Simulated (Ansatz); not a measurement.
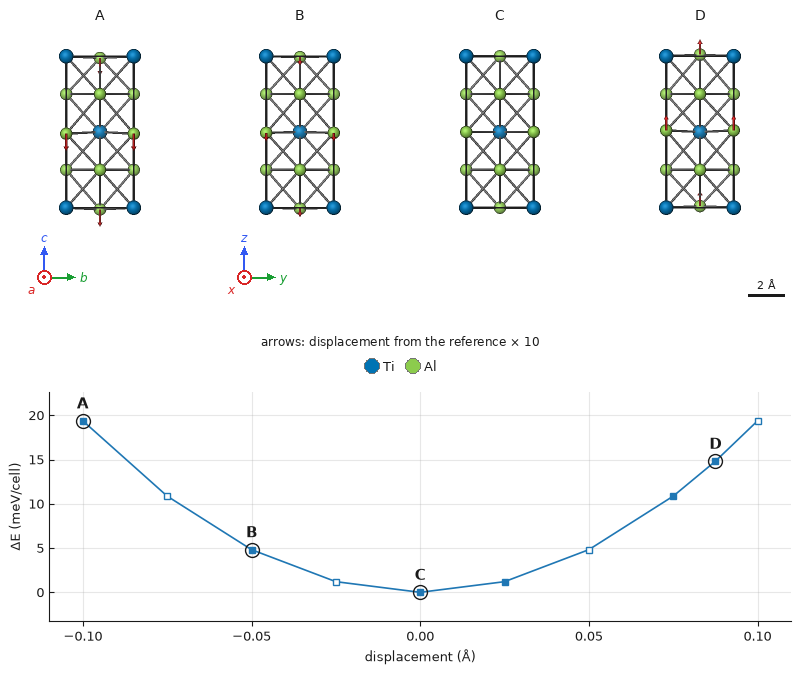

A scan of crystalline TiAl₃ (I4/mmm): an Al atom (one in each cell of 4 atoms) is moved along Cartesian [0 0 1], all else fixed. The lettered frames are marked on the plot. Hollow markers are points alike by symmetry, not computed again. The picture is a ball-and-stick view of the conventional cell (2 times the calculation's cell), seen along the a axis. Red arrows: displacements from the reference. Lengths and directions refer to the drawn axes.

Method: DFT PBE, scalar-relativistic, plane waves, PAW (Ansatz 0.2.0). Set-up: plane-wave cutoff 420 eV; k-point mesh 18 × 18 × 18; occupations gaussian; smearing width 0.15 eV; no spin polarisation. Energies (free energies at the smearing named) are counted from the relaxed crystal.

Question: What does the scan show?

Answer: The lowest computed point lies at the displacement 0.00 Å (0.0 meV/cell). The curvature at zero is about 3.9 eV/Å². The well is symmetric. The distortion takes the space group from I4/mmm to I4mm.

The computed points:

```
displacement (Å)  ΔE (meV/cell)
         −0.1000           19.4
         −0.0750           10.9
         −0.0500            4.8
         −0.0250            1.2
          0.0000            0.0
          0.0250            1.2
          0.0500            4.8
          0.0750           10.9
          0.0875           14.8
          0.1000           19.4
```

Points that are alike by symmetry were computed once.
